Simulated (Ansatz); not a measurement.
**From Au to Cu**

System: Au (P6₃/mmc, 2 atoms in the cell).
Method of run A: DFT PBE, scalar-relativistic, plane waves, PAW, no spin polarisation (Ansatz 0.2.0).
System of run B: Cu (P6₃/mmc, 2 atoms in the cell).

On run A: The structure was made by swapping elements on the sites of another compound; it need not be a known phase. On run B: The structure derives from a Materials Project entry. Text and figures count atoms from 1; the logs count them from 0 in places.

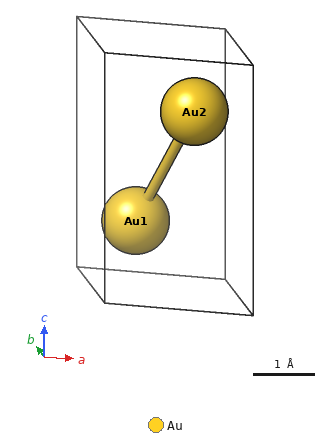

Figure 1. The structure (ball-and-stick view of the cell of the calculation, seen slightly off an axis; atoms are numbered from 1 in the order of the input).

### Input file, run A
```yaml
crystal:
  lattice:
    - [2.6202199713, 0.0, 0.0]
    - [-1.3101099857, 2.2691770587, 0.0]
    - [0.0, 0.0, 4.2787857656]
  atoms:
    - { symbol: Au, position: [0.3333333333, 0.6666666667, 0.25] }
    - { symbol: Au, position: [0.6666666667, 0.3333333333, 0.75] }
basis:
  ecutwfc: 420
kpoints:
  mp_grid: { grid: [6, 6, 4] }
hamiltonian:
  xc: pbe
scf:
  occupations: { method: gaussian, width: 0.1 }
output:
  forces: true
  stress: true
  eigenvalues: true
```

Launched with:
```bash
ansatz run input.yaml --threads 1 --pin off --max-ram 2560MiB --backend cpu --events-out ev --progress --plain --runs-dir out
```

Hardware: 1 thread of Intel Xeon (Sapphire Rapids), 192 GiB of memory available, shared host.

### Output, shortened to warnings, some set-up lines, iterations and results (run A)
```
Basis set: ecut = 420 eV, 525 PW (Γ), exchange–correlation on 36×36×60 points (8 copies of the dense FFT grid, shifted against one another)
Symmetry: 24 space group operations
k-points: 21 of 144
Initial density: superposition of atomic densities (neutral atoms: chi_scale 0, normalization atom), corrected by the library's trained network
[...]
SCF iter   1: F=—  HF=-26295.606824 eV  |F-HF|=—  |Δ(HF+E_count)|=         —  Δρ=6.19e-3  dr2=7.80e-3  ethr=1.77e-3  ⟨swp⟩=4.3  Hψ=1819  notcnv=0
SCF iter   2: F=—  HF=-26295.605042 eV  |F-HF|=—  |Δ(HF+E_count)|=   1.78e-3  Δρ=1.94e-3  dr2=3.55e-4  ethr=2.05e-5  ⟨swp⟩=2.1  Hψ=858  notcnv=0
SCF iter   3: F=—  HF=-26295.605144 eV  |F-HF|=—  |Δ(HF+E_count)|=   1.02e-4  Δρ=7.13e-4  dr2=3.86e-5  ethr=9.33e-7  ⟨swp⟩=2.4  Hψ=677  notcnv=0
SCF iter   4: F=—  HF=-26295.605188 eV  |F-HF|=—  |Δ(HF+E_count)|=   4.32e-5  Δρ=5.34e-5  dr2=1.68e-7  ethr=1.02e-7  ⟨swp⟩=2.3  Hψ=784  notcnv=0
SCF iter   5: F=-26295.605188 eV  HF=-26295.605188 eV  |F-HF|=7.17e-10  |Δ(HF+E_count)|=   2.42e-7  Δρ=5.69e-6  dr2=2.75e-9  ethr=4.42e-10  ⟨swp⟩=2.1  Hψ=799  notcnv=0
SCF iter   6: F=-26295.605188 eV  HF=-26295.605188 eV  |F-HF|=3.64e-12  |Δ(HF+E_count)|=   1.27e-9  Δρ=3.39e-7  dr2=7.85e-12  ethr=7.23e-12  ⟨swp⟩=2.6  Hψ=1494  notcnv=0
SCF 1 converged in 6 iterations: F = -26295.605188 eV  dr2 = 7.85e-12
SCF converged after 6 iterations
Free energy (F): -26295.605188 eV
Harris-Foulkes:  -26295.605188 eV  (|F-HF|=3.64e-12)
Internal energy: -26295.595802 eV  (E = F + TS)
E sigma→0 (E₀):  -26295.600495 eV
Entropy (-TS):   -0.009386 eV (-4.693 meV/atom)
Fermi energy:    30.349334 eV
--- Per-component energies (eV) ---
  E_band       = -111.266500
  E_kinetic    = 1232.108574
  E_local      = -2525.296894  (includes V_loc(G=0)·N_el)
  E_nonlocal   = 148.872717
  E_hartree    = 1159.866458
  E_xc         = -464.667579
  E_vxc        = -562.381023  (∫ρ·V_xc dr)
  E_paw        = -19414.929140  (= ΣΔE_a)
  E_vpaw       = -724.305685  (= ΣTr[D̂ρ^β])
  E_aug_tail   = 0.002937  (compensation charges beyond the density's cutoff)
  E_ewald      = -6431.552873
  E_smearing   = -0.009386  (= −TS)
  E_closure    = 0.000000  (closes the sum)
  Σ components = -26295.605188   (vs F -26295.605188, Δ=0.00e0)
--- Forces (eV/Å), atoms counted from 1 ---
  atom   1  Au     0.00000000     0.00000000     0.00000000
  atom   2  Au    -0.00000000    -0.00000000     0.00000000
  max |Σ_I F_I| component: 1.85e-17 eV/Å
--- Stress (GPa, compression-positive) ---
      129.599797      -0.000000       0.000000
       -0.000000     129.599797       0.000000
        0.000000       0.000000     131.578373
  P = ⅓ Tr σ = 130.2593 GPa (1302.593 kbar)
```

For run B the input was changed thus:
```diff
-    - [2.6202199713, 0.0, 0.0]
-    - [-1.3101099857, 2.2691770587, 0.0]
-    - [0.0, 0.0, 4.2787857656]
+    - [2.5340966698, 0.0, 0.0]
+    - [-1.2670483349, 2.1945920917, 0.0]
+    - [0.0, 0.0, 4.112571]
-    - { symbol: Au, position: [0.3333333333, 0.6666666667, 0.25] }
-    - { symbol: Au, position: [0.6666666667, 0.3333333333, 0.75] }
+    - { symbol: Cu, position: [0.33333333, 0.66666667, 0.25] }
+    - { symbol: Cu, position: [0.66666667, 0.33333333, 0.75] }
-  mp_grid: { grid: [6, 6, 4] }
+  mp_grid: { grid: [12, 12, 4] }
```

What does this change do to the results?

The total energies belong to different systems, so their difference says nothing on which is more stable or more accurate. The pressure goes from 130.26 to 7.05 GPa. The volume per atom goes from 12.72 to 11.44 Å³. The number of SCF iterations is the same. The irreducible k-points go from 21 to 57. The plane waves at Γ go from 525 to 451.

### Output, shortened to warnings, some set-up lines, iterations and results (run B)
```
Basis set: ecut = 420 eV, 451 PW (Γ), exchange–correlation on 36×36×60 points (8 copies of the dense FFT grid, shifted against one another)
Symmetry: 24 space group operations
k-points: 57 of 576
Initial density: superposition of atomic densities (neutral atoms: chi_scale 0, normalization atom), corrected by the library's trained network
[...]
SCF iter   1: F=—  HF=-13250.298211 eV  |F-HF|=—  |Δ(HF+E_count)|=         —  Δρ=2.30e-3  dr2=5.50e-4  ethr=1.77e-3  ⟨swp⟩=4.9  Hψ=4810  notcnv=0
SCF iter   2: F=—  HF=-13250.298523 eV  |F-HF|=—  |Δ(HF+E_count)|=   3.12e-4  Δρ=1.06e-3  dr2=1.15e-4  ethr=1.45e-6  ⟨swp⟩=2.6  Hψ=3034  notcnv=0
SCF iter   3: F=—  HF=-13250.298573 eV  |F-HF|=—  |Δ(HF+E_count)|=   4.95e-5  Δρ=4.32e-4  dr2=2.09e-5  ethr=3.03e-7  ⟨swp⟩=2.8  Hψ=1950  notcnv=0
SCF iter   4: F=—  HF=-13250.298572 eV  |F-HF|=—  |Δ(HF+E_count)|=   5.16e-7  Δρ=2.93e-5  dr2=4.62e-8  ethr=5.50e-8  ⟨swp⟩=2.2  Hψ=1883  notcnv=0
SCF iter   5: F=-13250.298572 eV  HF=-13250.298572 eV  |F-HF|=5.56e-9  |Δ(HF+E_count)|=   1.55e-7  Δρ=9.76e-6  dr2=6.09e-9  ethr=1.22e-10  ⟨swp⟩=2.1  Hψ=2306  notcnv=0
SCF iter   6: F=-13250.298572 eV  HF=-13250.298572 eV  |F-HF|=1.64e-11  |Δ(HF+E_count)|=   1.56e-8  Δρ=5.40e-7  dr2=1.95e-11  ethr=1.60e-11  ⟨swp⟩=2.7  Hψ=4317  notcnv=0
SCF 1 converged in 6 iterations: F = -13250.298572 eV  dr2 = 1.95e-11
SCF converged after 6 iterations
Free energy (F): -13250.298572 eV
Harris-Foulkes:  -13250.298572 eV  (|F-HF|=1.64e-11)
Internal energy: -13250.290536 eV  (E = F + TS)
E sigma→0 (E₀):  -13250.294554 eV
Entropy (-TS):   -0.008037 eV (-4.018 meV/atom)
Fermi energy:    17.338144 eV
--- Per-component energies (eV) ---
  E_band       = -695.580145
  E_kinetic    = 600.710227
  E_local      = -7981.328208  (includes V_loc(G=0)·N_el)
  E_nonlocal   = 778.498101
  E_hartree    = 3519.960463
  E_xc         = -179.794554
  E_vxc        = -232.072713  (∫ρ·V_xc dr)
  E_paw        = -3324.499839  (= ΣΔE_a)
  E_vpaw       = -901.308992  (= ΣTr[D̂ρ^β])
  E_aug_tail   = 0.000564  (compensation charges beyond the density's cutoff)
  E_ewald      = -6663.837290
  E_smearing   = -0.008037  (= −TS)
  E_closure    = -0.000000  (closes the sum)
  Σ components = -13250.298572   (vs F -13250.298572, Δ=0.00e0)
--- Forces (eV/Å), atoms counted from 1 ---
  atom   1  Cu    -0.00000000     0.00000000    -0.00000000
  atom   2  Cu     0.00000000    -0.00000000     0.00000000
  max |Σ_I F_I| component: 1.16e-18 eV/Å
--- Stress (GPa, compression-positive) ---
        6.915698      -0.000000       0.000000
        0.000000       6.915698       0.000000
        0.000000       0.000000       7.332320
  P = ⅓ Tr σ = 7.0546 GPa (70.546 kbar)
```

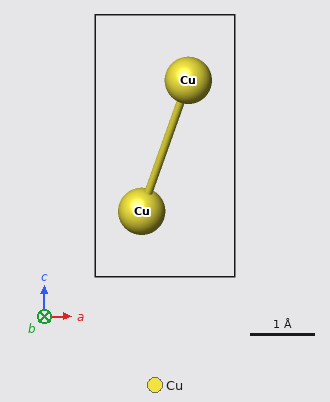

Figure 2. The input structure of run B (ball-and-stick view of the cell of the calculation, along the b axis).

### The two runs side by side

```csv
quantity,run A,run B
outcome,converged,converged
free energy per atom (eV),−13147.8026,−6625.1493
"energy per atom, smearing taken to zero (eV)",−13147.8002,−6625.1473
gap on the mesh (eV),0.00,0.00
pressure (GPa),130.26,7.05
volume per atom (Å³),12.72,11.44
largest force (eV/Å),0.000,0.000
SCF iterations,6,6
irreducible k-points,21,57
plane waves at Γ,525,451
wall time (shared host),0.89 s,1.5 s
```

For run A: Spin–orbit coupling is left out, which matters for Au. The cell is under a pressure of 130 GPa at this level, so it is not at its equilibrium volume. For run B: The cell is under a pressure of 7.1 GPa at this level, so it is not at its equilibrium volume.
